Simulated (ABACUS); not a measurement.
**Run report: AgCl, band-structure run (part 1 of 2)**

AgCl (2 atoms in the cell), computed with Kohn-Sham DFT of a periodic cell, r2SCAN, SG15 ONCV 1.2 PBE, no spin polarisation (ABACUS 3.10.1).

The structure derives from an entry of the Crystallography Open Database.

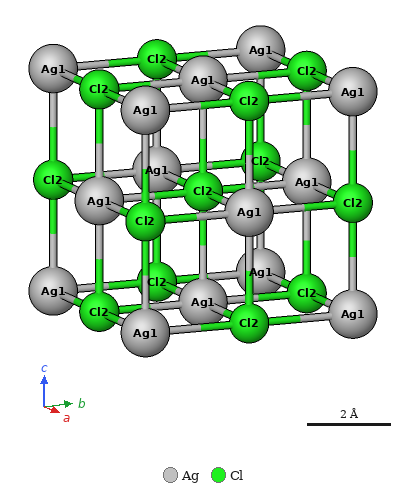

*The structure as given in the input (ball-and-stick view of the cell 4 times as large as that of the calculation, set on its symmetry axes, seen slightly off an axis; atoms are numbered from 1 in the order of the input). An atom can appear more than once, as a periodic image.*

Near neighbours in the periodic cell (some may lie outside the picture): Ag has 6 Cl at 2.73 to 2.74 Å; Cl has 6 Ag at 2.73 to 2.74 Å.

## Summary

| quantity | value |
| --- | --- |
| outcome | converged |
| space group (tolerance 0.01 Å) | Fm-3m (225) |
| electrons treated | 26 |
| free energy | −4326.0708 eV |
| Fermi energy | 9.365 eV |
| gap on the k-point mesh | 1.55 eV |
| pressure | 2.21 GPa |
| largest force (length of the vector) | under 0.001 eV/Å |
| hardware | 4 threads of Intel Xeon @ 2.50GHz (Skylake/Cascade Lake), 64 GiB of memory available, shared host |
| wall time | 27 s (CPU time 1.7 min) |
| peak memory | 0.28 GiB |

## The input
```
INPUT_PARAMETERS
suffix              AgCl
calculation         scf
basis_type          pw
pseudo_dir          ./
symmetry            1
dft_functional      MGGA_X_R2SCAN+MGGA_C_R2SCAN
ecutwfc             95
pseudo_rcut         7
nspin               1
nbands              23
ks_solver           dav
smearing_method     fd
smearing_sigma      0.00367493
scf_thr             1e-08
scf_nmax            100
mixing_type         broyden
mixing_beta         0.7
cal_force           1
cal_stress          1
mixing_tau          1
out_chg             1
out_pot             2
out_elf             1
```

## File STRU
```
ATOMIC_SPECIES
Ag 107.8682 Ag_ONCV_PBE-1.2.upf
Cl 35.4500 Cl_ONCV_PBE-1.2.upf

LATTICE_CONSTANT
7.3092227205

LATTICE_VECTORS
0.0000000000 0.7071067812 0.7071067812
0.7071067812 0.0000000000 0.7071067812
0.7071067812 0.7071067812 0.0000000000

ATOMIC_POSITIONS
Cartesian

Ag
0.0
1
0.0000000000 0.0000000000 0.0000000000 1 1 1

Cl
0.0
1
0.7071067812 0.7071067812 0.7071067812 1 1 1
```

## File KPT
```
K_POINTS
0
Gamma
5 5 5 0 0 0
```

Command:
```bash
OMP_NUM_THREADS=1 mpirun -np 4 abacus > log
```

## The program's output
```
ABACUS v3.10.1

               Atomic-orbital Based Ab-initio Computation at UStc

 ------------------------------------------------------------------------------------

 READING GENERAL INFORMATION
                           global_out_dir = OUT.AgCl/
                           global_in_card = INPUT
                               pseudo_dir = ./
                              orbital_dir =
                                    DSIZE = 4
                                    GSIZE = 1

 READING UNITCELL INFORMATION
                                    ntype = 2
                  lattice constant (Bohr) = 7.30922
              lattice constant (Angstrom) = 3.86787

 READING ATOM TYPE 1
                               atom label = Ag
                      L=0, number of zeta = 1
                      L=1, number of zeta = 1
                      L=2, number of zeta = 1
             number of atom for this type = 1

 READING ATOM TYPE 2
                               atom label = Cl
                      L=0, number of zeta = 1
                      L=1, number of zeta = 1
                      L=2, number of zeta = 1
             number of atom for this type = 1

                        TOTAL ATOM NUMBER = 2
CARTESIAN COORDINATES ( UNIT =       7.309222720500 Bohr ).
    atom                   x                   y                   z     mag                  vx                  vy                  vz
tauc_Ag1            0.0000000000        0.0000000000        0.0000000000  0.0000        0.0000000000        0.0000000000        0.0000000000
tauc_Cl1            0.7071067812        0.7071067812        0.7071067812  0.0000        0.0000000000        0.0000000000        0.0000000000

                          Volume (Bohr^3) = 276.12
                             Volume (A^3) = 40.9168

 Lattice vectors: (Cartesian coordinate: in unit of a_0)
                   +0           +0.707107           +0.707107
            +0.707107                  +0           +0.707107
            +0.707107           +0.707107                  +0
 Reciprocal vectors: (Cartesian coordinate: in unit of 2 pi/a_0)
            -0.707107           +0.707107           +0.707107
            +0.707107           -0.707107           +0.707107
            +0.707107           +0.707107           -0.707107
 The esolver type has been set to : ksdft_pw

                PAO radial cut off (Bohr) = 7

 Read in pseudopotential file is Ag_ONCV_PBE-1.2.upf
                     pseudopotential type = NC
          exchange-correlation functional = PBE
                 nonlocal core correction = 0
                        valence electrons = 19
                                     lmax = 2
                           number of zeta = 0
                     number of projectors = 6
                           L of projector = 0
                           L of projector = 0
                           L of projector = 1
                           L of projector = 1
                           L of projector = 2
                           L of projector = 2
 XC functional updated to : MGGA_X_R2SCAN+MGGA_C_R2SCAN
          exchange-correlation functional = MGGA_X_R2SCAN+MGGA_C_R2SCAN
                PAO radial cut off (Bohr) = 7

 Read in pseudopotential file is Cl_ONCV_PBE-1.2.upf
                     pseudopotential type = NC
          exchange-correlation functional = PBE
                 nonlocal core correction = 0
                        valence electrons = 7
                                     lmax = 1
                           number of zeta = 0
                     number of projectors = 4
                           L of projector = 0
                           L of projector = 0
                           L of projector = 1
                           L of projector = 1
 XC functional updated to : MGGA_X_R2SCAN+MGGA_C_R2SCAN
          exchange-correlation functional = MGGA_X_R2SCAN+MGGA_C_R2SCAN
     initial pseudo atomic orbital number = 0

 SETUP THE ELECTRONS NUMBER
            electron number of element Ag = 19
      total electron number of element Ag = 19
            electron number of element Cl = 7
      total electron number of element Cl = 7
            AUTOSET number of electrons:  = 26
                           occupied bands = 13
                                   NBANDS = 23
                                   NLOCAL = 18

%%%%%%%%%%%%%%%%%%%%%%%%%%%%%%%%%%%%%%%%%%%%%%%%%%%%%%%%%%%%%%%%%%%%%%%%%%%%%%%%%%%%%%%%%%%%%%%%%%%%%%%%%%
 Warning: the number of valence electrons in pseudopotential > 11 for Ag: [Kr] 4d10 5s1
 Pseudopotentials with additional electrons can yield (more) accurate outcomes, but may be less efficient.
 If you're confident that your chosen pseudopotential is appropriate, you can safely ignore this warning.
%%%%%%%%%%%%%%%%%%%%%%%%%%%%%%%%%%%%%%%%%%%%%%%%%%%%%%%%%%%%%%%%%%%%%%%%%%%%%%%%%%%%%%%%%%%%%%%%%%%%%%%%%%

 SETUP THE PLANE WAVE BASIS
 energy cutoff for charge/potential (unit:Ry) = 380
            fft grid for charge/potential = [ 45, 45, 45 ]
                        fft grid division = [ 1, 1, 1 ]
        big fft grid for charge/potential = [ 45, 45, 45 ]
                                     nbxx = 24300
                                     nrxx = 24300

 SETUP PLANE WAVES FOR CHARGE/POTENTIAL
                    number of plane waves = 34621
                         number of sticks = 1393

 PARALLEL PW FOR CHARGE/POTENTIAL
     PROC   COLUMNS(POT)             PW
        1            348           8654
        2            348           8655
        3            348           8654
        4            349           8658
 --------------- sum -------------------
        4           1393          34621
                            number of |g| = 344
                                  max |g| = 514
                                  min |g| = 0

----------- Double Check Mixing Parameters Begin ------------
mixing_type: broyden
mixing_beta: 0.7
mixing_gg0: 1
mixing_gg0_min: 0.1
mixing_ndim: 8
----------- Double Check Mixing Parameters End ------------

 LATTICE VECTORS: (CARTESIAN COORDINATE: IN UNIT OF A0)
                   +0           +0.707107           +0.707107
            +0.707107                  +0           +0.707107
            +0.707107           +0.707107                  +0
                       right hand lattice = 1
                                   NORM_A = 1
                                   NORM_B = 1
                                   NORM_C = 1
                           ALPHA (DEGREE) = 60
                           BETA  (DEGREE) = 60
                           GAMMA (DEGREE) = 60

 The lattice vectors have been changed (STRU_SIMPLE.cif)

(for optimal symmetric configuration:)
                             BRAVAIS TYPE = 3
                     BRAVAIS LATTICE NAME = 03. Cubic F (face-centered)
                                    ibrav = 3
                                    IBRAV = 3
                                  BRAVAIS = FACE CENTERED CUBIC
                       LATTICE CONSTANT A = 1.41421
Original cell was already a primitive cell.
                        ROTATION MATRICES = 48
              PURE POINT GROUP OPERATIONS = 48
                   SPACE GROUP OPERATIONS = 48
                              POINT GROUP = O_h
               POINT GROUP IN SPACE GROUP = O_h

 SETUP K-POINTS
                                    nspin = 1
                   Input type of k points = Monkhorst-Pack(Gamma)
                                   nkstot = 125
                       right hand lattice = 1
(for reciprocal lattice: )
                             BRAVAIS TYPE = 2
                     BRAVAIS LATTICE NAME = 02. Cubic I (body-centered)
                                    ibrav = 2
                       right hand lattice = 1
(for k-lattice: )
                             BRAVAIS TYPE = 2
                     BRAVAIS LATTICE NAME = 02. Cubic I (body-centered)
                                    ibrav = 2
                       right hand lattice = 1
                        ROTATION MATRICES = 48
                               nkstot_ibz = 10
K-POINTS REDUCTION ACCORDING TO SYMMETRY
     IBZ    DIRECT_X    DIRECT_Y    DIRECT_Z  WEIGHT  ibz2bz
       1  0.00000000  0.00000000  0.00000000  0.0080       0
       2  0.20000000  0.20000000  0.20000000  0.0640       1
       3  0.40000000  0.40000000  0.40000000  0.0640       2
       4  0.20000000  0.20000000  0.00000000  0.0480       6
       5  0.40000000  0.40000000  0.20000000  0.1920       7
       6 -0.40000000  0.40000000  0.40000000  0.1920       8
       7  0.40000000  0.20000000  0.20000000  0.0960       9
       8  0.40000000  0.40000000  0.00000000  0.0480      12
       9 -0.20000000  0.40000000  0.40000000  0.0960      13
      10 -0.40000000  0.40000000  0.20000000  0.1920      38

                               nkstot now = 10
[... K-POINTS DIRECT COORDINATES: 10 rows ...]

           k-point number in this process = 10
       minimum distributed K point number = 10
[... stars of the k points ...]

[... K-POINTS CARTESIAN COORDINATES: 10 rows ...]

[... K-POINTS DIRECT COORDINATES: 10 rows ...]

 SETUP PLANE WAVES FOR WAVE FUNCTIONS
     energy cutoff for wavefunc (unit:Ry) = 95
              fft grid for wave functions = [ 45, 45, 45 ]
                    number of plane waves = 5577
                         number of sticks = 421

 PARALLEL PW FOR WAVE FUNCTIONS
     PROC   COLUMNS(POT)             PW
        1            105           1394
        2            105           1394
        3            106           1395
        4            105           1394
 --------------- sum -------------------
        4            421           5577

 SETUP NONLOCAL PSEUDOPOTENTIALS IN PLANE WAVE BASIS
 Ag non-local projectors:
 projector 1 L=0
 projector 2 L=0
 projector 3 L=1
 projector 4 L=1
 projector 5 L=2
 projector 6 L=2
 Cl non-local projectors:
 projector 1 L=0
 projector 2 L=0
 projector 3 L=1
 projector 4 L=1
      TOTAL NUMBER OF NONLOCAL PROJECTORS = 26

 Init Non-Local PseudoPotential table :
 Init Non-Local-Pseudopotential done.

                                     npwx = 1087

 -------------------------------------------
 SELF-CONSISTENT
 -------------------------------------------
                                 init_chg = atomic

 PW ALGORITHM --------------- ION=   1  ELEC=   1--------------------------------
 Notice: Threshold on eigenvalues was too large.
 hsover_error=0.26 > DRHO=0.107475
 Origin diag ethr = 0.01
 New diag ethr = 0.000413366

 Density error is 0.108995199183
                          Error Threshold = 0.0004133658767
----------------------------------------------------------
     Energy           Rydberg                 eV
----------------------------------------------------------
 E_KohnSham     -317.8950119037      -4325.1835276675
 E_Harris       -312.5411339812      -4252.3402815253
 E_Fermi        0.6098548784         8.2975012998
----------------------------------------------------------

 PW ALGORITHM --------------- ION=   1  ELEC=   2--------------------------------

 Density error is 0.0182458925579
                          Error Threshold = 0.00041921230455
----------------------------------------------------------
     Energy           Rydberg                 eV
----------------------------------------------------------
 E_KohnSham     -317.9475845820      -4325.8988156515
 E_Harris       -319.4598266068      -4346.4739239448
 E_Fermi        0.6843757516         9.3114097951
----------------------------------------------------------

 PW ALGORITHM --------------- ION=   1  ELEC=   3--------------------------------

 Density error is 0.00138682912354
                          Error Threshold = 7.0176509838e-05
```
